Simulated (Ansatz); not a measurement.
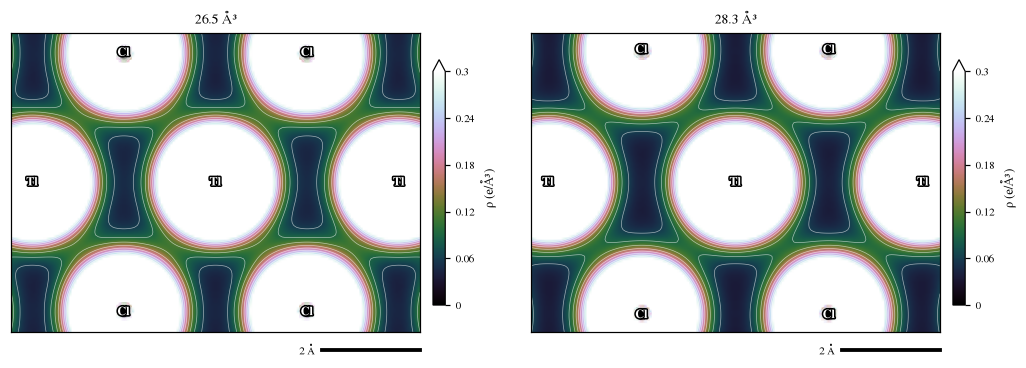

TlCl. The valence electron density of cells scaled evenly to different volumes (given per atom above each panel), on the (101) plane of each (indices in the axes of the cell below), at one length scale and on one colour scale.

These are results of DFT PBE+D3(BJ), scalar-relativistic, plane waves, PAW (Ansatz), not measurements.

The largest cell:

```
Tl Cl
1.0
     3.83770    0.00000    0.00000
     0.00000    3.83770    0.00000
     0.00000    0.00000    3.83770
Tl Cl
1 1
Direct
  0.00000 0.00000 0.00000
  0.50000 0.50000 0.50000
```

| volume (Å³/atom) | Tl–Cl contact in the plane (Å) | ρ at its midpoint (e/Å³) | pressure (GPa) | gap on the mesh (eV) | 
| --- | --- | --- | --- | --- |
| 26.46 | 3.251 | 0.111 | 1.8 | 1.91 | 
| 27.36 | 3.288 | ? | ? | ? | 
| 28.26 | 3.324 | 0.097 | 0.5 | 2.08 | 

> What values belong in the row with question marks?

Over the known rows ln ρ falls by 1.85 per Å of Tl–Cl distance (the line through the two), which gives 0.104 e/Å³ at 3.288 Å; the calculation gives 0.104 e/Å³. For the pressure, a straight line in volume between the neighbouring rows gives 1.2 GPa; the calculation gives 0.8, lower because pressure rises ever faster on compression. For the gap on the mesh, a straight line in volume between the neighbouring rows gives 1.99 eV; the calculation gives 2.00.
